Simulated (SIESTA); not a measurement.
## HfN: 7 runs along one coordinate

System: HfN (Fm-3m, 2 atoms in the cell).
Method: Kohn-Sham DFT of a periodic cell, PBEsol, PseudoDojo 0.4 standard, converted to PSML, no spin polarisation (SIESTA 5.4.2).

The 7 runs differ only in the geometry, by an even scaling of the cell at fixed fractional positions. The structure derives from an entry of the Crystallography Open Database.

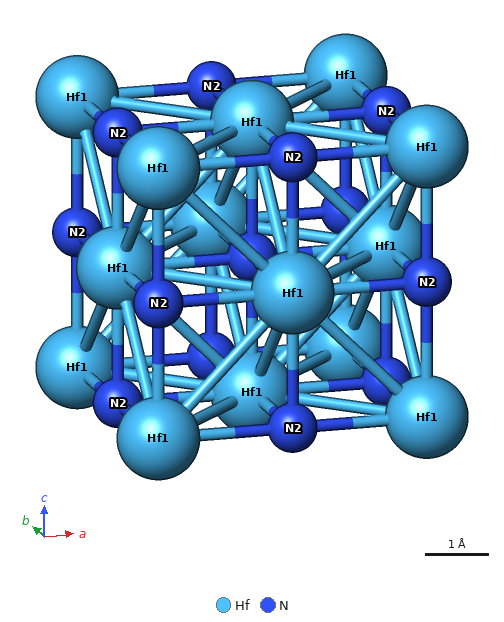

Figure 1. The structure of run 4 (ball-and-stick view of the cell 4 times as large as that of the calculation, set on its symmetry axes, seen slightly off an axis; atoms are numbered from 1 in the order of the input). An atom can appear more than once, as a periodic image.

**Input of run 4**
```
SystemName                      HfN
SystemLabel                     HfN
NumberOfSpecies                 2
NumberOfAtoms                   2
%block ChemicalSpeciesLabel
  1  72 Hf
  2   7 N
%endblock ChemicalSpeciesLabel

LatticeConstant                 1.0 Ang
%block LatticeVectors
     0.0000000000     2.2560000000     2.2560000000
     2.2560000000     0.0000000000     2.2560000000
     2.2560000000     2.2560000000     0.0000000000
%endblock LatticeVectors
AtomicCoordinatesFormat         Fractional
%block AtomicCoordinatesAndAtomicSpecies
     0.0000000000     0.0000000000     0.0000000000  1  Hf
     0.5000000000     0.5000000000     0.5000000000  2  N
%endblock AtomicCoordinatesAndAtomicSpecies

%block kgrid.MonkhorstPack
   10   0   0  0.0
    0  10   0  0.0
    0   0  10  0.0
%endblock kgrid.MonkhorstPack
XC.Functional                   GGA
XC.Authors                      PBEsol
PAO.BasisSize                   DZP
PAO.EnergyShift                 0.003 Ry
Mesh.Cutoff                     800 Ry
OccupationFunction              FD
ElectronicTemperature           0.05 eV
MaxSCFIterations                120
SCF.MustConverge                false
SCF.Mixer.Method                Pulay
SCF.Mixer.Weight                0.25
SCF.Mixer.History               8
SCF.DM.Tolerance                5.0e-05
SCF.H.Tolerance                 1.0e-03 eV
WriteForces                     true
Charge.Mulliken                 end
%block PAO.Basis
  Hf 5
  n=5 0 2
    3.241 0.000
  n=6 0 2
    8.114 0.000
  n=5 1 2
    3.929 0.000
  n=6 1 1
    8.114
  n=5 2 2
    7.842 0.000
%endblock PAO.Basis
```

Command:
```bash
siesta < HfN.fdf > HfN.out 2>&1
```

Run 6 differs from it as follows:
```diff
-     0.0000000000     2.2560000000     2.2560000000
-     2.2560000000     0.0000000000     2.2560000000
-     2.2560000000     2.2560000000     0.0000000000
+     0.0000000000     2.2856876150     2.2856876150
+     2.2856876150     0.0000000000     2.2856876150
+     2.2856876150     2.2856876150     0.0000000000
```

**Results, with one run withheld**

```csv
run,volume per atom (Å³),"free energy per atom, from the lowest run given (meV)",pressure (GPa)
1,10.793,47.94,22.18
2,11.023,21.90,14.46
3,11.252,6.27,7.54
4,11.482,0.00,1.30
5,11.712,2.38,−4.40
6,11.941,?,?
7,12.171,28.95,−13.68
```

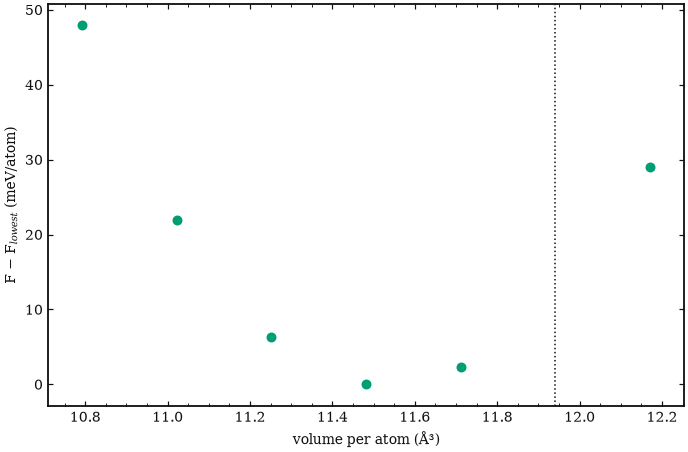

Figure 2. Free energy per atom of the runs given; the dotted line marks run 6.

Estimate the energy of run 6 from the others.

A cubic polynomial in V^(−2/3) (the Birch–Murnaghan form), fitted to the 6 runs given, misses them by at most 0.06 meV per atom. With x = V^(−2/3) − 0.19753 Å⁻², it reads F = 1.4635 + 1981.3 x + 6.1305e+05 x² + 4.1427e+05 x³ (meV per atom). At run 6 it gives 12.18 meV per atom, and the run itself gives 12.32. The slope of the fit gives a pressure −dF/dV of −9.37 GPa there, and the run prints −9.35 GPa. The fit has its minimum at 11.532 Å³ per atom, where V d²F/dV² gives 290 GPa: the bulk modulus at this level, since symmetry fixes the shape and the positions.

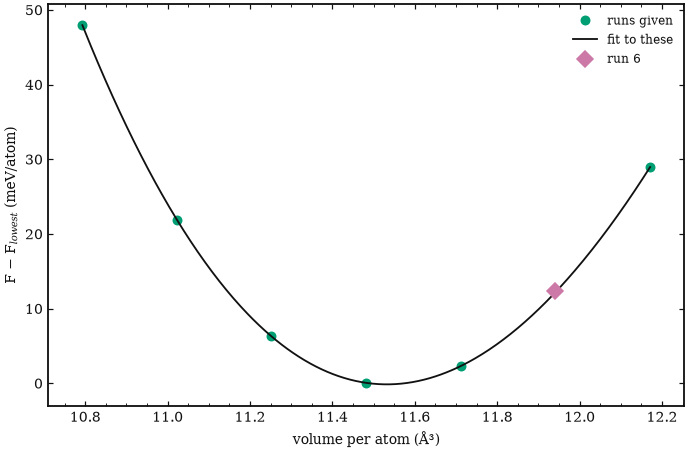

Figure 3. The fit and the withheld run.

**Some lines of the output (run 6)**
```
[...]
outcell: Cell volume (Ang**3)        :     23.8825
stepf: Fermi-Dirac step function
siesta: Etot    =     -1814.218590
siesta: FreeEng =     -1814.221800
        iscf     Eharris(eV)        E_KS(eV)     FreeEng(eV)     dDmax    Ef(eV) dHmax(eV)
siesta: E_KS(eV) =            -1818.7433
siesta: E_KS - E_eggbox =     -1818.7433
siesta: Etot    =     -1818.743257
siesta: FreeEng =     -1818.749319
siesta:         Fermi =      -4.157820
siesta: Cell volume =         23.882546 Ang**3
    Orbital volume contribution        =           1.929689 eV
```

Notes: Points of doubt noted for this run: mulliken charges of long orbitals. Spin–orbit coupling is left out, which matters for Hf. The cell holds an odd number of electrons but the run has no spin polarisation, so a band is left half filled. With a small basis of atomic orbitals these values can differ much from converged plane-wave results.
